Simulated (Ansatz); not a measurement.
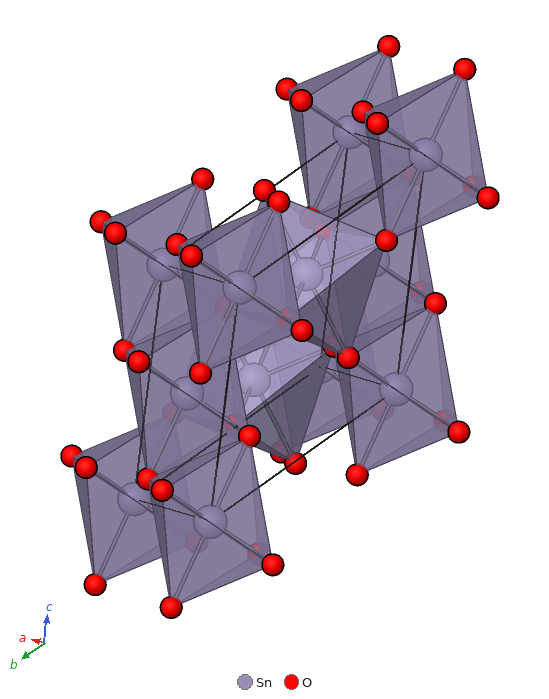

Polyhedral representation of a periodic structure, projected from a general direction. Atoms at the boundary of the unit cell (the box) are drawn once for each face, edge or corner they touch. Some atoms of the next cells are drawn as well.

SnO$_{2}$, a = 5.69 Å, b = 5.69 Å, c = 5.76 Å, α = 108.26°, β = 112.38°, γ = 107.35°.

Setup: DFT LDA, scalar-relativistic, plane waves, PAW in Ansatz; an energy cutoff of 420 eV, k-points about 0.23 Å⁻¹ apart, Gaussian smearing of 0.02 eV, no spin polarisation.

What is the band gap, if any?

Answer. A semiconductor at this level, with a gap of 1.04 eV.

Would the cell expand or shrink if it could?

Answer. The computed pressure is -2.3 GPa (stretched: it would shrink). The stress isn't hydrostatic: its largest component is 3.8 GPa.

Origin of the cell: a structure listed in the Materials Project. The cell was then strained or its atoms displaced on purpose. It went into a calculation with Ansatz.
